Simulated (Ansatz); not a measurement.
# Run report: MgO, geometry relaxation (part 2 of 2)

The same run, continued: MgO (Fm-3m, 2 atoms in the cell); DFT PBEsol, scalar-relativistic, plane waves, PAW, no spin polarisation (Ansatz 0.2.0); cutoff 420 eV, 10×10×10 k-mesh, Gaussian smearing of 0.02 eV. The structure derives from an entry of the Crystallography Open Database.

Geometry of the input (Å; fractional positions):
```
0.0000  2.1351  2.1351
2.1351  0.0000  2.1351
2.1351  2.1351  0.0000
Mg 0.0000  0.0000  0.0000
O  0.5000  0.5000  0.5000
```

### Log, continued
```
relax step   6: F+E_penalty+E_count = -2475.87156760 eV  Δ(F+E_penalty+E_count) = -1.546e-4 eV  max|allowed force component| = 5.834e-30 eV/Å  Δτ_max = 0.0000 Å  P = -0.002 GPa  Ω = 18.711 Å³  energy of the carried Pulay correction = +1.278e-4 eV  (6 SCF iters, dr2 threshold 1.85e-7 eV, accepted)
iter 1 solved again at ethr=6.50e-8 eV; its pass at ethr=3.10e-3 eV (dr2=1.04e-5 eV) is discarded
SCF iter   1: F=—  HF=-2475.871417 eV  |F-HF|=—  |Δ(HF+E_count)|=         —  Δρ=1.99e-5  dr2=1.15e-8  ethr=6.50e-8  ⟨swp⟩=3.1  Hψ=4816  notcnv=0
preconditioner: auto → none  [insulator: Δε(μ)=4.619 eV  Ē_g=18.382 eV  σ=0.020 eV  W_gap=1.00  n_scr=8 (ndim 8)  ℏωp=24.3 eV  f_vac=0.000  D(μ)=0.00/eV (n_scr^D=0)  ε∞_Penn≈2.7]
SCF iter   2: F=—  HF=-2475.871402 eV  |F-HF|=—  |Δ(HF+E_count)|=   1.51e-5  Δρ=8.86e-6  dr2=1.81e-9  ethr=7.16e-11  ⟨swp⟩=2.3  Hψ=957  notcnv=0
SCF iter   3: F=—  HF=-2475.871402 eV  |F-HF|=—  |Δ(HF+E_count)|=   3.08e-9  Δρ=1.91e-6  dr2=8.33e-11  ethr=1.13e-11  ⟨swp⟩=2.0  Hψ=734  notcnv=0
iter 4 did not close the SCF: its close was put off for the readings that it lacked (scf_convergence_deferred on its scf_iter line)
SCF iter   4: F=-2475.871402 eV  HF=-2475.871402 eV  |F-HF|=3.18e-12  |Δ(HF+E_count)|=  1.76e-10  Δρ=1.80e-7  dr2=1.08e-12  ethr=1.00e-12  ⟨swp⟩=2.4  Hψ=944  notcnv=0
iter 5 did not close the SCF: its close was put off for the readings that it lacked (scf_convergence_deferred on its scf_iter line)
SCF iter   5: F=-2475.871402 eV  HF=-2475.871402 eV  |F-HF|=9.09e-13  |Δ(HF+E_count)|=  2.73e-12  Δρ=4.53e-8  dr2=1.04e-13  ethr=1.00e-12  ⟨swp⟩=1.0  Hψ=564  notcnv=0
iter 6 did not close the SCF: its close was put off for the readings that it lacked (scf_convergence_deferred on its scf_iter line)
SCF iter   6: F=-2475.871402 eV  HF=-2475.871402 eV  |F-HF|=0.00e0  |Δ(HF+E_count)|=  9.09e-13  Δρ=1.14e-9  dr2=9.85e-17  ethr=1.00e-12  ⟨swp⟩=1.0  Hψ=564  notcnv=0
iter 7 did not close the SCF: its close was put off for the readings that it lacked (scf_convergence_deferred on its scf_iter line)
SCF iter   7: F=-2475.871402 eV  HF=-2475.871402 eV  |F-HF|=4.55e-13  |Δ(HF+E_count)|=  4.55e-13  Δρ=1.87e-10  dr2=3.20e-18  ethr=1.00e-12  ⟨swp⟩=1.0  Hψ=564  notcnv=0
SCF iter   8: F=-2475.871402 eV  HF=-2475.871402 eV  |F-HF|=0.00e0  |Δ(HF+E_count)|=  4.55e-13  Δρ=6.86e-11  dr2=4.39e-19  ethr=1.00e-12  ⟨swp⟩=2.0  Hψ=1367  notcnv=0
SCF 7 converged in 8 iterations: F = -2475.871402 eV  dr2 = 4.39e-19
relax step   7: F+E_penalty+E_count = -2475.87140224 eV  Δ(F+E_penalty+E_count) = +1.654e-4 eV  max|allowed force component| = 8.497e-30 eV/Å  Δτ_max = 0.0000 Å  P = -0.011 GPa  Ω = 18.711 Å³  stress off target by 1.09e-2 GPa  SCF on the basis re-selected at this cell (its energy is not comparable with the rows above)  (8 SCF iters)
```

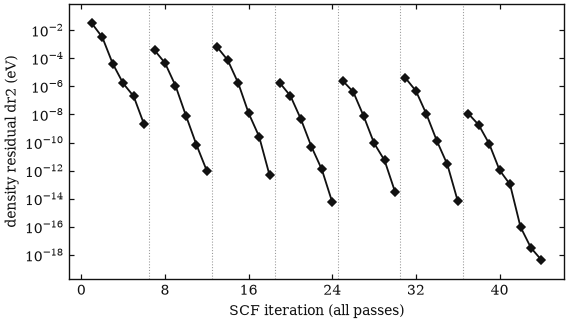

*Convergence of the self-consistent field: density residual dr2 against the SCF iteration. The dotted lines part the SCF passes of the relaxation: geometry steps, rejected trials and re-solves on a re-selected basis.*

The 7 passes take 6 to 8 iterations each, 44 in all.

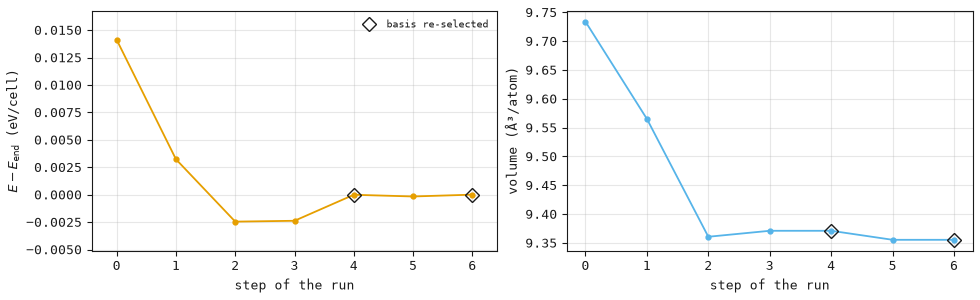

*Progress of the relaxation, step by step (the first geometry is step 0 here and step 1 in the log).*

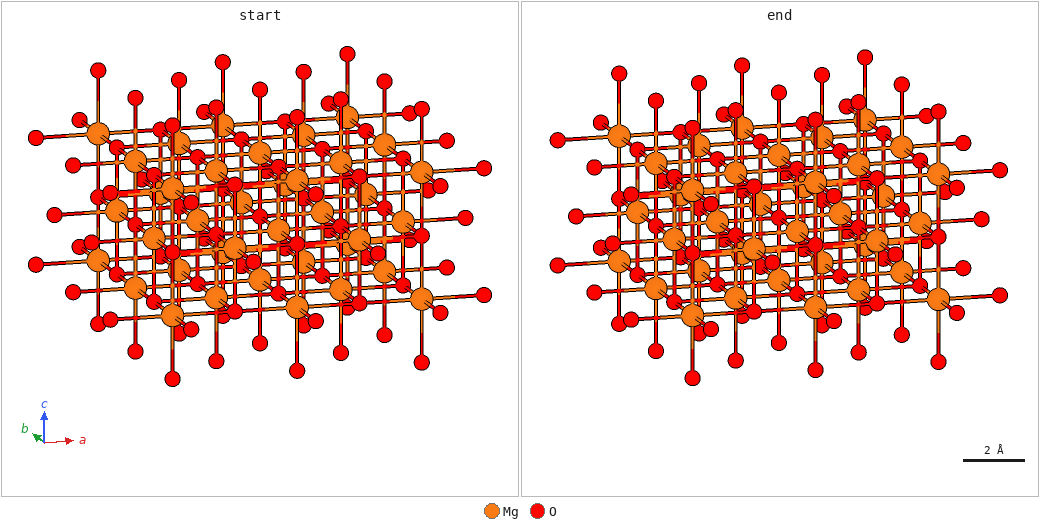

*Before (left) and after (right) the relaxation, at one scale (ball-and-stick view of the cell 4 times as large as that of the calculation, set on its symmetry axes, repeated 2 × 2 × 1, with bonded neighbours outside it, seen at an oblique angle).*

Over 4 geometry steps the energy falls by 14.3 meV per cell of the calculation. All forces vanish by symmetry, so only the cell relaxes. Pressure: −5.76 GPa at the start and −0.01 GPa at the end. The basis was re-selected once at an unchanged geometry, which shifts the energy a little without any move. No atom moves by more than 0.005 Å relative to the cell. Cell: a = b = c 4.270 → 4.214 Å (−1.3 %). Volume −3.9 %. Among the contacts that change: Mg1–O2 2.135 → 2.107 Å. The space group stays Fm-3m (No. 225). The energy change given includes the shifts at the re-selections in mid-walk, which come without any move. A last SCF at the same geometry on a re-selected plane-wave basis shifts the energy by +0.2 meV per cell of the calculation. (Atoms are counted from 1 in the order of the input.)

```
basis re-selected at this cell: Δ(F+E_penalty+E_count) = +1.654e-4 eV, ΔP = -0.009 GPa vs the last step (what re-selecting the basis moved, of the pressure what is left beyond the Pulay correction that the steps carried, after the strain that the cell walked since its last selection, with what the two solves' SCF thresholds leave and, on support functions, any second-order correction that the steps lacked; it is no measure of the basis error at this ecutwfc). This SCF's stress stands 1.09e-2 GPa from its target on what of the cell is left free (relax.cell.stress_tol is 5.00e-2 GPa) and its largest allowed force component is 8.50e-30 eV/Å (relax.f_tol is 5.00e-3 eV/Å): within both
SCF converged after 8 iterations
Free energy (F): -2475.871402 eV
Harris-Foulkes:  -2475.871402 eV  (|F-HF|=0.00e0)
Internal energy: -2475.871402 eV  (E = F + TS)
E sigma→0 (E₀):  -2475.871402 eV
Fermi energy:    10.304259 eV
--- Per-component energies (eV) ---
  E_band       = -292.433011
  E_kinetic    = 254.940117
  E_local      = -1601.939678  (includes V_loc(G=0)·N_el)
  E_nonlocal   = 143.745097
  E_hartree    = 552.984765
  E_xc         = -103.899581
  E_vxc        = -133.875880  (∫ρ·V_xc dr)
  E_paw        = -433.089731  (= ΣΔE_a)
  E_vpaw       = -61.274711  (= ΣTr[D̂ρ^β])
  E_aug_tail   = 0.002515  (compensation charges beyond the density's cutoff)
  E_ewald      = -1288.709056
  E_core_change = 0.094150  (= ΣΔE_core)
  E_smearing   = -0.000000  (= −TS)
  E_closure    = 0.000000  (closes the sum)
  Σ components = -2475.871402   (vs F -2475.871402, Δ=0.00e0)
--- Forces (eV/Å), atoms counted from 1 ---
  atom   1  Mg    -0.00000000     0.00000000     0.00000000
  atom   2  O      0.00000000     0.00000000     0.00000000
  max |Σ_I F_I| component: 1.67e-29 eV/Å
--- Stress (GPa, compression-positive) ---
       -0.010913      -0.000000      -0.000000
       -0.000000      -0.010913      -0.000000
       -0.000000      -0.000000      -0.010913
  P = ⅓ Tr σ = -0.0109 GPa (-0.109 kbar)
--- Band table (eV; the first three rows and the last of 47) ---
  k-point 0: bands = ["-63.8643", "-30.7789", "-30.7789", "-30.7789", "-9.1921", "7.9946", "7.9946", "7.9946", "12.6138", "23.6608", "23.6608", "23.6608"]
  k-point 1: bands = ["-63.8634", "-30.7875", "-30.7798", "-30.7798", "-9.0811", "7.3323", "7.9267", "7.9267", "13.2481", "22.3831", "23.8988", "23.8988"]
  k-point 2: bands = ["-63.8612", "-30.8099", "-30.7820", "-30.7820", "-8.7764", "5.9981", "7.7545", "7.7545", "14.4417", "20.8654", "24.3793", "24.3793"]
  k-point 46: bands = ["-63.8524", "-30.8384", "-30.8243", "-30.8104", "-7.5641", "4.6331", "5.4454", "6.2465", "18.8464", "19.7262", "20.0342", "23.7847"]
--- Relaxed structure (5 steps of the walk, 5 accepted, 2 SCFs on fresh bases) ---
  F+E_penalty+E_count = -2475.87140224 eV   max|allowed force component| = 8.497e-30 eV/Å   (the final SCF, on the basis selected at the relaxed cell)
  cell:  # Å, volume = 18.7107 Å³
    - [-5.49333278895512e-35, 2.1071057205364445, 2.1071057205364445]
    - [2.1071057205364445, 7.101663252447185e-34, 2.1071057205364445]
    - [2.1071057205364445, 2.1071057205364445, -3.0572232197373535e-34]
  atoms:
    - { symbol: Mg, position: [4.134219568542503e-34, -1.95435834149238e-34, -1.954358341492367e-34] }
    - { symbol: O, position: [0.5, 0.5, 0.5] }
```

### Trajectory as extended XYZ (Å, eV, eV/Å), 7 frames, from step=1 to step=7
```
2
Lattice="0.0000 2.1351 2.1351 2.1351 0.0000 2.1351 2.1351 2.1351 0.0000" Properties=species:S:1:pos:R:3:forces:R:3 step=1 energy=-2475.85729 pressure_GPa=-5.76
Mg    0.0000    0.0000    0.0000    0.0000   0.0000   0.0000
O     2.1351    2.1351    2.1351    0.0000   0.0000   0.0000
2
Lattice="0.0000 2.1227 2.1227 2.1227 0.0000 2.1227 2.1227 2.1227 0.0000" Properties=species:S:1:pos:R:3:forces:R:3 step=2 energy=-2475.86818 pressure_GPa=-3.21
Mg    0.0000    0.0000    0.0000    0.0000   0.0000   0.0000
O     2.1227    2.1227    2.1227    0.0000   0.0000   0.0000
2
Lattice="0.0000 2.1075 2.1075 2.1075 0.0000 2.1075 2.1075 2.1075 0.0000" Properties=species:S:1:pos:R:3:forces:R:3 step=3 energy=-2475.87386 pressure_GPa=0.17
Mg    0.0000    0.0000    0.0000    0.0000   0.0000   0.0000
O     2.1075    2.1075    2.1075    0.0000   0.0000   0.0000
2
Lattice="0.0000 2.1083 2.1083 2.1083 0.0000 2.1083 2.1083 2.1083 0.0000" Properties=species:S:1:pos:R:3:forces:R:3 step=4 energy=-2475.87378 pressure_GPa=-0.00
Mg    0.0000    0.0000    0.0000    0.0000   0.0000   0.0000
O     2.1083    2.1083    2.1083    0.0000   0.0000   0.0000
2
Lattice="0.0000 2.1083 2.1083 2.1083 0.0000 2.1083 2.1083 2.1083 0.0000" Properties=species:S:1:pos:R:3:forces:R:3 step=5 energy=-2475.87141 pressure_GPa=-0.27
Mg    0.0000    0.0000    0.0000    0.0000   0.0000   0.0000
O     2.1083    2.1083    2.1083    0.0000   0.0000   0.0000
2
Lattice="0.0000 2.1071 2.1071 2.1071 0.0000 2.1071 2.1071 2.1071 0.0000" Properties=species:S:1:pos:R:3:forces:R:3 step=6 energy=-2475.87157 pressure_GPa=-0.00
Mg    0.0000    0.0000    0.0000    0.0000   0.0000   0.0000
O     2.1071    2.1071    2.1071    0.0000   0.0000   0.0000
2
Lattice="0.0000 2.1071 2.1071 2.1071 0.0000 2.1071 2.1071 2.1071 0.0000" Properties=species:S:1:pos:R:3:forces:R:3 step=7 energy=-2475.87140 pressure_GPa=-0.01
Mg    0.0000    0.0000    0.0000    0.0000   0.0000   0.0000
O     2.1071    2.1071    2.1071    0.0000   0.0000   0.0000
```

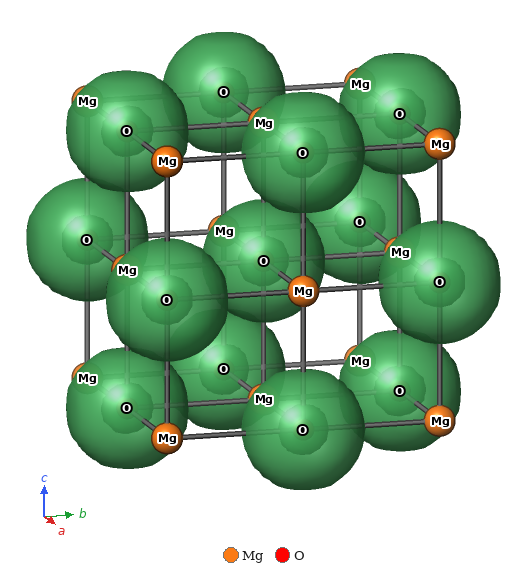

*Isosurface of the electron localisation function at 0.7 (green), seen slightly off an axis. Core shells and regions of very low density are left out. Sticks mark near contacts. The outline is the cell set on symmetry axes.*

Values along the shortest contacts: Mg–O (2.11 Å): the ELF is about 0.35 at the midpoint, which marks a largely ionic contact. In a PAW calculation such maps are meaningful between the atoms, not at the nuclei.

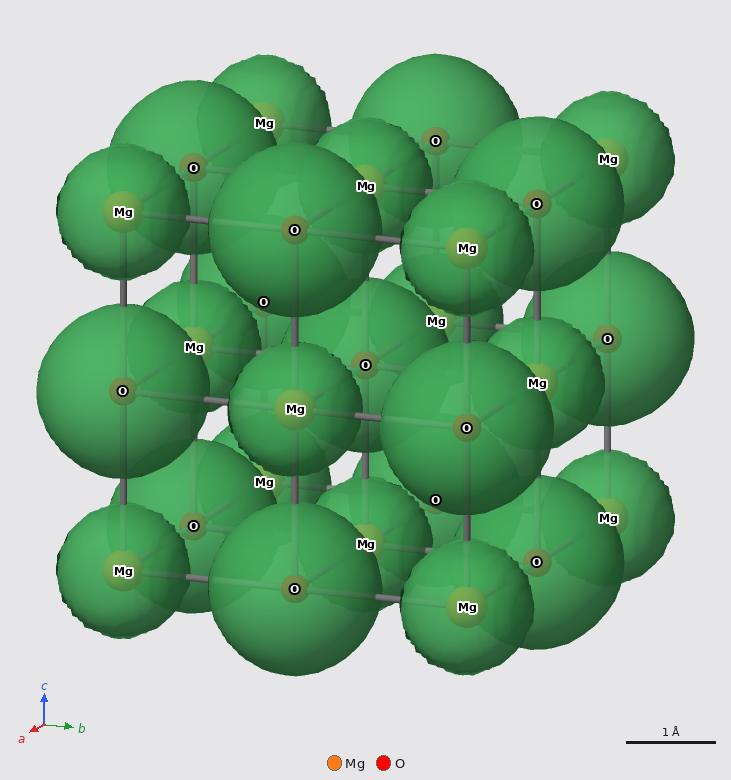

*Isosurface of the valence charge density (pseudo) at 0.4 e/Å³ (green), seen slightly off an axis. Sticks mark near contacts. The outline is the cell set on symmetry axes.*

At this value the density breaks into separate islands; it holds about 85 % of the electrons treated as valence (semicore included). It is pinched off along the Mg–O (2.11 Å) contacts. On the grid the lowest density along these lines, outside the cores, is 0.28 e/Å³ (Mg–O, 2.11 Å).

### Summary

| quantity | value |
| --- | --- |
| outcome | converged |
| space group (tolerance 0.01 Å) | Fm-3m (225) |
| electrons treated | 16 |
| free energy | −2475.8714 eV |
| Fermi energy | 10.304 eV |
| gap on the k-point mesh | 4.62 eV |
| pressure | −0.01 GPa |
| final volume | 18.71 Å³ |
| largest force (length of the vector) at the end | under 0.001 eV/Å |
| final cell | a = 2.980 Å, b = 2.980 Å, c = 2.980 Å, α = 60.00°, β = 60.00°, γ = 60.00° |
| hardware | 2 threads of Intel Xeon @ 2.90GHz (Ice Lake), 192 GiB of memory available, shared host |
| wall time | 4.2 s (CPU time 7.3 s) |
| peak memory | 0.34 GiB |
